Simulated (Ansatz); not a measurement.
# Run report: Hf8HO16 (charge +1), geometry relaxation (part 3 of 3)

Continued. System: Hf8HO16 (defect cell, 25 atoms in the cell, total charge +1). Method: DFT PBE, scalar-relativistic, plane waves, PAW, no spin polarisation (Ansatz 0.2.0); cutoff 420 eV, 2×2×2 k-mesh, Gaussian smearing of 0.02 eV. The structure derives from a Materials Project entry. It belongs to a series of runs on one base structure; here: H_i, charge +1, atoms relaxed at the host's cell.

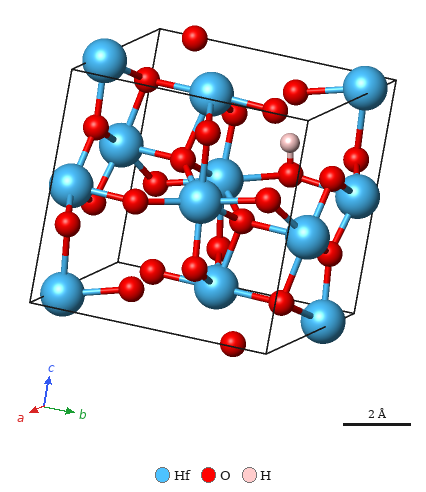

**Figure 1.** The geometry at step 6 of the log (ball-and-stick view of the cell of the calculation, seen slightly off an axis).

**Trajectory as extended XYZ (Å, eV, eV/Å), 11 frames, from step=1 to step=11**
```
25
Lattice="-4.2678 0.0000 -5.2716 5.1609 5.2121 -0.0053 5.1609 -5.2121 -0.0053" Properties=species:S:1:pos:R:3:forces:R:3 step=1 energy=-134921.25382
Hf    1.6965   -2.8320   -1.5637    0.6160   1.2378   0.3368
Hf    1.6845    2.3594   -1.5373    0.2367  -0.6243   0.3465
Hf    3.8925   -0.2359   -1.1006   -1.2105  -0.0686  -0.0195
Hf    9.0936   -0.2423   -1.1218    0.3883   0.1195   0.2874
Hf    4.3653   -2.4073   -3.7495   -0.2928  -0.1283  -0.4262
Hf    4.3779    2.8219   -3.7669   -0.3760   0.0471  -0.1842
Hf   -3.0533    0.1734   -4.1360    1.1553   0.5005  -2.4492
Hf    2.1351    0.2136   -4.1793    0.4044  -0.2509   0.6489
O     2.3313   -1.3583   -0.1371   -0.0396   0.0101   0.0998
O     7.4862   -1.3473   -0.1409   -0.0311   0.0779  -0.0918
O     3.3035   -3.9527   -2.5274   -0.5265  -0.3092   0.0176
O     3.2786    1.2431   -2.5312    0.0613   0.0606  -0.0203
O    -1.4453    1.3313   -5.1605   -0.0455  -0.1410   0.0951
O     3.7078    1.3263   -5.1735   -0.1604   0.0111  -0.1178
O     2.7860   -1.2749   -2.7667    0.0253  -0.1191   0.0601
O     2.8360    3.8897   -2.7638   -1.0046   0.8660   0.2009
O     0.9678   -3.4238   -3.5171    0.5583  -1.1701   0.4139
O     0.9425    1.7196   -3.4472   -0.0527   0.0024  -0.2332
O     5.5536   -0.9005   -4.4832    0.2783   0.1857   0.3991
O     0.3902   -0.8627   -4.4735    0.0935  -0.1533  -0.0364
O     5.1110   -1.7328   -1.8272    0.5207   0.5009  -0.1216
O     5.1372    3.4784   -1.8456   -0.0278  -0.1252  -0.0895
O     5.5983    0.9314   -0.8183    0.6967  -0.8402  -1.0345
O     0.4921    0.8598   -0.8141    0.0368   0.0291   0.1759
H     6.3025    0.0149   -2.3011   -1.3043   0.2814   1.7434
25
Lattice="-4.2678 0.0000 -5.2716 5.1609 5.2121 -0.0053 5.1609 -5.2121 -0.0053" Properties=species:S:1:pos:R:3:forces:R:3 step=2 energy=-134922.28405
Hf    1.7130   -2.7986   -1.5530    0.3872   0.1993  -0.4492
Hf    1.6969    2.3472   -1.5371    0.0713   0.3606  -0.2793
Hf    3.8661   -0.2407   -1.1042   -0.1783  -0.2085  -0.0310
Hf    9.1045   -0.2379   -1.1106   -0.2556  -0.0037  -0.1052
Hf    4.3641   -2.4077   -3.7623    0.2710   0.0774   0.0031
Hf    4.3674    2.8205   -3.7601    0.2119  -0.0757   0.2308
Hf   -3.0074    0.1920   -4.2275    0.1066   0.2780   0.1228
Hf    2.1468    0.2011   -4.1638    0.0719  -0.1874   0.1428
O     2.3363   -1.3610   -0.1285    0.0074   0.1654  -0.0984
O     7.4875   -1.3439   -0.1490    0.0852  -0.0757   0.2015
O     3.2736   -3.9691   -2.5346    0.0325   0.2158   0.0139
O     3.2850    1.2447   -2.5326   -0.0584  -0.0251   0.0552
O    -1.4248    1.3366   -5.1731    0.0648  -0.1805  -0.2018
O     3.6991    1.3279   -5.1756   -0.1082   0.1454   0.0413
O     2.7932   -1.2841   -2.7663   -0.0754   0.0299   0.2070
O     2.7881    3.9416   -2.7660   -0.2447   0.1098   0.0142
O     0.9700   -3.4851   -3.4873   -0.0675  -0.4523   0.2959
O     0.9447    1.7185   -3.4606    0.0445  -0.1368  -0.2665
O     5.5756   -0.8869   -4.4642   -0.1124  -0.0531  -0.0840
O     0.3978   -0.8772   -4.4802    0.0138  -0.0239  -0.0728
O     5.1472   -1.6948   -1.8467    0.2088   0.4909  -0.1375
O     5.1331    3.4745   -1.8461   -0.0195  -0.1120  -0.0238
O     5.6468    0.8729   -0.8710    0.7487  -1.3832  -1.8207
O     0.4903    0.8700   -0.8298    0.1756   0.0735   0.0127
H     6.1767    0.0315   -2.1531   -1.3789   0.7710   2.2282
25
Lattice="-4.2678 0.0000 -5.2716 5.1609 5.2121 -0.0053 5.1609 -5.2121 -0.0053" Properties=species:S:1:pos:R:3:forces:R:3 step=3 energy=-134923.31586
Hf    1.7274   -2.7835   -1.5578    0.3499   0.0608  -0.8708
Hf    1.7004    2.3454   -1.5416   -0.0895   0.8021  -0.5113
Hf    3.8518   -0.2455   -1.1102   -0.0915  -0.4797  -0.0792
Hf    9.1082   -0.2351   -1.1094   -0.3879  -0.0874  -0.2045
Hf    4.3683   -2.4085   -3.7701    0.5214   0.2497   0.2355
Hf    4.3648    2.8198   -3.7563    0.4489  -0.1580   0.3814
Hf   -2.9898    0.2003   -4.2558   -0.4561   0.1659   1.1309
Hf    2.1527    0.1923   -4.1670    0.0510  -0.2740   0.1765
O     2.3346   -1.3585   -0.1275    0.0825   0.1488  -0.2009
O     7.4926   -1.3473   -0.1496    0.0809  -0.0944   0.2863
O     3.2718   -3.9683   -2.5377    0.2006   0.3664   0.0232
O     3.2828    1.2437   -2.5358   -0.0478  -0.1047   0.0836
O    -1.4206    1.3335   -5.1801    0.2709  -0.1142  -0.3225
O     3.6949    1.3330   -5.1788   -0.2067   0.1416   0.0563
O     2.7962   -1.2856   -2.7686   -0.1668   0.1017   0.2405
O     2.7686    3.9590   -2.7654    0.2005  -0.2160  -0.0803
O     0.9664   -3.5158   -3.4704   -0.2759   0.0683   0.1551
O     0.9486    1.7143   -3.4747    0.0808  -0.2136  -0.3710
O     5.5827   -0.8818   -4.4621   -0.2486  -0.1568  -0.3057
O     0.3991   -0.8825   -4.4871    0.0660   0.1484  -0.1245
O     5.1655   -1.6705   -1.8605   -0.1073   0.1912  -0.0960
O     5.1329    3.4701   -1.8459    0.0361  -0.1574   0.0459
O     5.6986    0.8025   -0.9481    0.9182  -2.0356  -2.7778
O     0.4942    0.8736   -0.8310    0.1320   0.0856  -0.1659
H     6.0788    0.0878   -1.9921   -1.3590   1.5597   3.2938
25
Lattice="-4.2678 0.0000 -5.2716 5.1609 5.2121 -0.0053 5.1609 -5.2121 -0.0053" Properties=species:S:1:pos:R:3:forces:R:3 step=4 energy=-134924.36079
Hf    1.7401   -2.7758   -1.5725    0.2342   0.0730  -0.8314
Hf    1.7004    2.3542   -1.5515   -0.1933   0.7945  -0.4715
Hf    3.8408   -0.2552   -1.1159   -0.2386  -0.5000  -0.0283
Hf    9.1063   -0.2330   -1.1128   -0.2618  -0.0849  -0.1522
Hf    4.3767   -2.4072   -3.7728    0.6149   0.2584   0.2633
Hf    4.3685    2.8183   -3.7513    0.4380  -0.1893   0.3371
Hf   -2.9865    0.2078   -4.2576   -0.6443   0.0992   1.2758
Hf    2.1570    0.1832   -4.1717    0.0676  -0.2696   0.1809
O     2.3308   -1.3554   -0.1291    0.1141   0.0889  -0.2120
O     7.4978   -1.3521   -0.1439    0.0502  -0.0682   0.2494
O     3.2794   -3.9595   -2.5393    0.2034   0.3254   0.0053
O     3.2796    1.2408   -2.5359   -0.0177  -0.1370   0.0311
O    -1.4177    1.3294   -5.1876    0.3508  -0.0348  -0.2802
O     3.6875    1.3396   -5.1808   -0.2919   0.0748   0.0104
O     2.7955   -1.2846   -2.7681   -0.2357   0.1113   0.1852
O     2.7651    3.9627   -2.7672    0.3888  -0.2949  -0.0836
O     0.9601   -3.5286   -3.4600   -0.2872   0.3792  -0.0053
O     0.9532    1.7081   -3.4909    0.0787  -0.1856  -0.4111
O     5.5823   -0.8804   -4.4691   -0.2257  -0.1390  -0.3536
O     0.3998   -0.8831   -4.4931    0.1257   0.2329  -0.1434
O     5.1706   -1.6572   -1.8688   -0.3467  -0.2645  -0.0978
O     5.1335    3.4647   -1.8433    0.0613  -0.1924   0.0744
O     5.7489    0.7227   -1.0425   -0.0962  -0.0321   0.0561
O     0.4998    0.8767   -0.8320    0.0295   0.0563  -0.2367
H     6.0023    0.1562   -1.8257    0.0825  -0.1030   0.6413
25
Lattice="-4.2678 0.0000 -5.2716 5.1609 5.2121 -0.0053 5.1609 -5.2121 -0.0053" Properties=species:S:1:pos:R:3:forces:R:3 step=5 energy=-134924.58808
Hf    1.7409   -2.7712   -1.5944    0.0216   0.0870  -0.2440
Hf    1.6926    2.3812   -1.5853    0.0573  -0.0056  -0.0264
Hf    3.8201   -0.2759   -1.1172   -0.3318   0.1674   0.1575
Hf    9.1010   -0.2220   -1.1313    0.1492   0.0098   0.0043
Hf    4.4015   -2.4002   -3.7875    0.3382  -0.1217  -0.0664
Hf    4.3752    2.8175   -3.7531    0.1798  -0.1300   0.1088
Hf   -3.0057    0.2292   -4.2331   -0.2551   0.1606   0.3458
Hf    2.1673    0.1628   -4.1631   -0.0273   0.1615   0.0238
O     2.3107   -1.3516   -0.1297    0.1700   0.0965  -0.2117
O     7.5065   -1.3562   -0.1442   -0.1147   0.0944  -0.0201
O     3.3007   -3.9273   -2.5472   -0.0535  -0.0932  -0.0299
O     3.2784    1.2323   -2.5346   -0.0326  -0.0960  -0.0826
O    -1.4142    1.3353   -5.2092    0.1060  -0.0682   0.0200
O     3.6603    1.3475   -5.1863    0.0429  -0.0556  -0.0777
O     2.7948   -1.2953   -2.7699   -0.2527   0.0990   0.1123
O     2.7917    3.9604   -2.7839   -0.0279   0.0004   0.1040
O     0.9498   -3.4992   -3.4644   -0.0361   0.0285  -0.0360
O     0.9720    1.7056   -3.5364   -0.0882   0.1550  -0.0460
O     5.5799   -0.8751   -4.5037   -0.0581   0.0327   0.0115
O     0.4031   -0.8773   -4.5013   -0.0497  -0.0389  -0.0430
O     5.1265   -1.6899   -1.8680    0.2358  -0.0943  -0.1400
O     5.1261    3.4549   -1.8376    0.0152  -0.0632   0.0036
O     5.7274    0.7340   -1.0028   -0.1917   0.2346   0.3524
O     0.5060    0.8878   -0.8490   -0.0415  -0.0120  -0.1022
H     6.0591    0.0849   -1.6501    0.2442  -0.5477  -0.1192
25
Lattice="-4.2678 0.0000 -5.2716 5.1609 5.2121 -0.0053 5.1609 -5.2121 -0.0053" Properties=species:S:1:pos:R:3:forces:R:3 step=6 energy=-134924.62787
Hf    1.7395   -2.7727   -1.6119   -0.0473  -0.0409   0.0609
Hf    1.6983    2.3908   -1.5936    0.0388  -0.1286   0.0744
Hf    3.8074   -0.2732   -1.1212   -0.1828   0.2611   0.1405
Hf    9.1079   -0.2180   -1.1391    0.1379   0.0831   0.0475
Hf    4.4071   -2.3906   -3.7950    0.1599  -0.1270  -0.0632
Hf    4.3746    2.8159   -3.7570    0.0535  -0.0089  -0.0776
Hf   -3.0191    0.2405   -4.2210   -0.0316   0.0517   0.0595
Hf    2.1588    0.1751   -4.1621   -0.0337   0.1801  -0.0454
O     2.3061   -1.3441   -0.1443    0.0757   0.0041  -0.0480
O     7.4987   -1.3400   -0.1477   -0.0867  -0.0370  -0.1071
O     3.3045   -3.9251   -2.5560   -0.0989  -0.0552  -0.0526
O     3.2751    1.2294   -2.5438   -0.0520   0.0332  -0.0436
O    -1.4113    1.3356   -5.2086    0.0365   0.0411  -0.0093
O     3.6562    1.3482   -5.1990    0.1254   0.0042  -0.0193
O     2.7759   -1.2853   -2.7718   -0.0480  -0.0711   0.0708
O     2.7966    3.9647   -2.7830   -0.0977   0.0291   0.0527
O     0.9389   -3.4910   -3.4698    0.0779  -0.0287  -0.0837
O     0.9767    1.7309   -3.5526   -0.0751   0.1092   0.0476
O     5.5710   -0.8610   -4.5084    0.0003   0.0497   0.0100
O     0.3968   -0.8733   -4.5087   -0.0682  -0.1147   0.0686
O     5.1325   -1.6835   -1.8804    0.2040  -0.0521  -0.0776
O     5.1221    3.4458   -1.8391   -0.0434  -0.0181   0.0298
O     5.7210    0.7274   -0.9829    0.6354  -1.0573  -0.7631
O     0.5124    0.8924   -0.8594   -0.0560  -0.0240  -0.0588
H     6.1239   -0.0464   -1.5271   -0.6252   0.9190   0.7852
25
Lattice="-4.2678 0.0000 -5.2716 5.1609 5.2121 -0.0053 5.1609 -5.2121 -0.0053" Properties=species:S:1:pos:R:3:forces:R:3 step=7 energy=-134924.62801
Hf    1.7368   -2.7805   -1.6132   -0.0100   0.0078  -0.0546
Hf    1.7058    2.3927   -1.5914   -0.0089   0.0758   0.0145
Hf    3.7855   -0.2367   -1.1054    0.1887  -0.0470  -0.1637
Hf    9.1180   -0.2119   -1.1346   -0.1316  -0.0037  -0.0420
Hf    4.4167   -2.3772   -3.7887   -0.1563   0.0466   0.0497
Hf    4.3748    2.8367   -3.7631   -0.0377  -0.0881   0.0092
Hf   -3.0259    0.2602   -4.2081    0.0633  -0.1119  -0.0456
Hf    2.1583    0.2052   -4.1649    0.0880  -0.2248  -0.0856
O     2.3045   -1.3367   -0.1442    0.0023  -0.0217   0.0755
O     7.4757   -1.3406   -0.1453    0.0997   0.0093   0.0631
O     3.2976   -3.9313   -2.5744    0.0247   0.0294  -0.0158
O     3.2714    1.2406   -2.5652   -0.0013  -0.0258   0.0363
O    -1.3874    1.3554   -5.2202   -0.1490  -0.0564   0.0087
O     3.6839    1.3645   -5.2124   -0.0503  -0.0053   0.0677
O     2.7546   -1.2685   -2.7494    0.0591   0.0586  -0.0827
O     2.7767    3.9794   -2.7735    0.0655  -0.0062  -0.0314
O     0.9695   -3.4212   -3.5337    0.0206   0.0300   0.0359
O     0.9917    1.7844   -3.5865    0.0735  -0.0600  -0.0232
O     5.5426   -0.8055   -4.4758    0.0134   0.0478  -0.0043
O     0.3645   -0.8168   -4.4648    0.0989   0.0790  -0.0808
O     5.1166   -1.7189   -1.8547    0.0241   0.0239   0.0233
O     5.0750    3.3708   -1.7785    0.0014   0.0421  -0.0942
O     5.8030    0.6323   -1.0711   -0.3030  -0.0564   0.3170
O     0.5442    0.8483   -0.9106    0.0315  -0.0326   0.0936
H     6.1175   -0.2324   -1.4537   -0.0067   0.2926  -0.0709
25
Lattice="-4.2678 0.0000 -5.2716 5.1609 5.2121 -0.0053 5.1609 -5.2121 -0.0053" Properties=species:S:1:pos:R:3:forces:R:3 step=8 energy=-134924.67642
Hf    1.7378   -2.7759   -1.6141   -0.0240   0.0075  -0.0329
Hf    1.7035    2.3890   -1.5904   -0.0207   0.0448  -0.0045
Hf    3.7955   -0.2535   -1.1160   -0.0452   0.0200   0.0109
Hf    9.1123   -0.2145   -1.1390    0.0155   0.0029  -0.0049
Hf    4.4128   -2.3868   -3.7922    0.0441  -0.0091   0.0135
Hf    4.3778    2.8212   -3.7645    0.0120   0.0186  -0.0026
Hf   -3.0207    0.2433   -4.2152   -0.0029  -0.0238   0.0446
Hf    2.1610    0.1874   -4.1652   -0.0147   0.0042  -0.0012
O     2.3096   -1.3432   -0.1454    0.0044  -0.0169  -0.0050
O     7.4902   -1.3412   -0.1480   -0.0199  -0.0047  -0.0293
O     3.2979   -3.9308   -2.5685   -0.0013  -0.0050   0.0204
O     3.2724    1.2344   -2.5569    0.0082  -0.0092   0.0216
O    -1.4042    1.3408   -5.2123    0.0085   0.0193  -0.0318
O     3.6713    1.3535   -5.2075    0.0251  -0.0116  -0.0054
O     2.7676   -1.2783   -2.7633    0.0083  -0.0209   0.0212
O     2.7894    3.9669   -2.7790   -0.0118   0.0265  -0.0162
O     0.9599   -3.4585   -3.5049   -0.0081   0.0165   0.0212
O     0.9868    1.7562   -3.5690   -0.0423   0.0188   0.0133
O     5.5545   -0.8321   -4.4923    0.0033   0.0080  -0.0129
O     0.3850   -0.8503   -4.4931    0.0011  -0.0218   0.0197
O     5.1337   -1.6927   -1.8713    0.0355  -0.0153  -0.0158
O     5.0996    3.4117   -1.8163    0.0257  -0.0220   0.0037
O     5.7484    0.6929   -1.0128   -0.0419  -0.0052   0.1002
O     0.5289    0.8673   -0.8826   -0.0202  -0.0059  -0.0359
H     6.1006   -0.1144   -1.4639    0.0613  -0.0161  -0.0916
25
Lattice="-4.2678 0.0000 -5.2716 5.1609 5.2121 -0.0053 5.1609 -5.2121 -0.0053" Properties=species:S:1:pos:R:3:forces:R:3 step=9 energy=-134924.67794
Hf    1.7367   -2.7792   -1.6108    0.0128   0.0229  -0.0271
Hf    1.7016    2.3927   -1.5922   -0.0095   0.0122   0.0387
Hf    3.7948   -0.2548   -1.1122   -0.0321   0.0118   0.0003
Hf    9.1136   -0.2155   -1.1410    0.0001   0.0248   0.0237
Hf    4.4136   -2.3858   -3.7931    0.0141   0.0048   0.0102
Hf    4.3769    2.8197   -3.7617    0.0152  -0.0110  -0.0177
Hf   -3.0201    0.2442   -4.2162   -0.0153   0.0057   0.0145
Hf    2.1608    0.1848   -4.1612    0.0126  -0.0174  -0.0453
O     2.3089   -1.3468   -0.1429    0.0180   0.0168  -0.0072
O     7.4896   -1.3399   -0.1507   -0.0003  -0.0066   0.0193
O     3.2985   -3.9300   -2.5666   -0.0082  -0.0141  -0.0027
O     3.2718    1.2338   -2.5518    0.0016  -0.0091  -0.0271
O    -1.4057    1.3450   -5.2153    0.0115  -0.0338   0.0192
O     3.6743    1.3494   -5.2045    0.0002   0.0135   0.0056
O     2.7695   -1.2824   -2.7597   -0.0103   0.0210  -0.0080
O     2.7887    3.9697   -2.7811    0.0004  -0.0016  -0.0009
O     0.9581   -3.4613   -3.4996    0.0079  -0.0192   0.0093
O     0.9829    1.7526   -3.5653   -0.0074   0.0123  -0.0231
O     5.5568   -0.8329   -4.4956    0.0053  -0.0027   0.0041
O     0.3864   -0.8554   -4.4900   -0.0170  -0.0025   0.0077
O     5.1360   -1.6874   -1.8747    0.0234  -0.0153  -0.0203
O     5.1012    3.4100   -1.8152   -0.0079  -0.0022  -0.0003
O     5.7480    0.6908   -1.0053   -0.0057  -0.0220  -0.0058
O     0.5279    0.8692   -0.8853   -0.0075  -0.0097   0.0010
H     6.1008   -0.0984   -1.4912   -0.0020   0.0210   0.0323
25
Lattice="-4.2678 0.0000 -5.2716 5.1609 5.2121 -0.0053 5.1609 -5.2121 -0.0053" Properties=species:S:1:pos:R:3:forces:R:3 step=10 energy=-134924.67839
Hf    1.7363   -2.7757   -1.6128   -0.0056   0.0022  -0.0071
Hf    1.7013    2.3927   -1.5896    0.0006  -0.0056  -0.0074
Hf    3.7943   -0.2537   -1.1147   -0.0140  -0.0005   0.0032
Hf    9.1133   -0.2139   -1.1394    0.0109   0.0028   0.0038
Hf    4.4156   -2.3859   -3.7913    0.0015  -0.0091  -0.0097
Hf    4.3764    2.8190   -3.7631    0.0060   0.0035   0.0012
Hf   -3.0200    0.2436   -4.2137    0.0019  -0.0005  -0.0082
Hf    2.1600    0.1849   -4.1650   -0.0052  -0.0033   0.0142
O     2.3095   -1.3453   -0.1436    0.0021  -0.0017  -0.0041
O     7.4884   -1.3406   -0.1493    0.0025  -0.0017  -0.0002
O     3.2965   -3.9305   -2.5665    0.0033  -0.0057  -0.0017
O     3.2704    1.2338   -2.5553    0.0012  -0.0059   0.0006
O    -1.4044    1.3423   -5.2136    0.0007  -0.0044  -0.0009
O     3.6735    1.3503   -5.2072   -0.0002   0.0051   0.0042
O     2.7676   -1.2808   -2.7612   -0.0007   0.0077   0.0058
O     2.7874    3.9698   -2.7797    0.0019  -0.0041  -0.0046
O     0.9571   -3.4629   -3.4989   -0.0063   0.0055  -0.0042
O     0.9835    1.7543   -3.5694    0.0037   0.0019   0.0031
O     5.5562   -0.8320   -4.4945   -0.0045   0.0007  -0.0006
O     0.3851   -0.8556   -4.4903   -0.0033  -0.0017   0.0041
O     5.1354   -1.6910   -1.8749   -0.0008  -0.0106  -0.0048
O     5.0981    3.4083   -1.8145    0.0019   0.0014  -0.0022
O     5.7459    0.6893   -1.0072    0.0249   0.0464   0.0267
O     0.5282    0.8677   -0.8853   -0.0022  -0.0004  -0.0007
H     6.1162   -0.0957   -1.4825   -0.0202  -0.0221  -0.0106
25
Lattice="-4.2678 0.0000 -5.2716 5.1609 5.2121 -0.0053 5.1609 -5.2121 -0.0053" Properties=species:S:1:pos:R:3:forces:R:3 step=11 energy=-134924.67868
Hf    1.7366   -2.7764   -1.6136   -0.0018  -0.0002   0.0063
Hf    1.7021    2.3927   -1.5903   -0.0002   0.0036  -0.0008
Hf    3.7932   -0.2537   -1.1136   -0.0003   0.0047   0.0008
Hf    9.1136   -0.2136   -1.1395   -0.0005  -0.0010   0.0002
Hf    4.4161   -2.3866   -3.7922   -0.0017   0.0012   0.0026
Hf    4.3771    2.8194   -3.7630   -0.0040  -0.0006  -0.0019
Hf   -3.0204    0.2432   -4.2142    0.0048  -0.0019   0.0009
Hf    2.1605    0.1847   -4.1642    0.0034   0.0019  -0.0047
O     2.3095   -1.3457   -0.1442   -0.0021   0.0031   0.0014
O     7.4891   -1.3413   -0.1489    0.0030  -0.0008  -0.0009
O     3.2975   -3.9310   -2.5670   -0.0006   0.0002  -0.0025
O     3.2712    1.2331   -2.5547   -0.0018   0.0007  -0.0007
O    -1.4043    1.3415   -5.2136   -0.0002  -0.0002   0.0015
O     3.6745    1.3508   -5.2063   -0.0003  -0.0027  -0.0012
O     2.7682   -1.2808   -2.7606    0.0011  -0.0020  -0.0026
O     2.7884    3.9690   -2.7806   -0.0005   0.0015  -0.0002
O     0.9571   -3.4631   -3.4988    0.0030  -0.0031  -0.0018
O     0.9847    1.7547   -3.5688   -0.0039   0.0001  -0.0003
O     5.5563   -0.8323   -4.4951    0.0014   0.0002   0.0013
O     0.3851   -0.8554   -4.4898    0.0011  -0.0011   0.0008
O     5.1370   -1.6890   -1.8757    0.0016  -0.0020  -0.0011
O     5.0993    3.4093   -1.8151    0.0003   0.0019   0.0007
O     5.7465    0.6917   -1.0043   -0.0004  -0.0011   0.0017
O     0.5280    0.8687   -0.8852   -0.0003  -0.0022   0.0004
H     6.1048   -0.0976   -1.4841   -0.0011  -0.0002   0.0002
```

**Summary**

```json
{"quantity": "outcome", "value": "converged"}
{"quantity": "electrons treated", "value": "304"}
{"quantity": "free energy", "value": "−134924.6787 eV"}
{"quantity": "Fermi energy", "value": "15.820 eV"}
{"quantity": "gap on the k-point mesh", "value": "4.31 eV"}
{"quantity": "final volume", "value": "283.84 Å³"}
{"quantity": "largest force (length of the vector) at the end", "value": "0.007 eV/Å"}
{"quantity": "hardware", "value": "8 threads of Arm Neoverse V2, 24 GiB of memory available, shared host"}
{"quantity": "wall time", "value": "70 s (CPU time 8.9 min)"}
{"quantity": "peak memory", "value": "1.3 GiB"}
```

Spin–orbit coupling is left out, which matters for Hf.
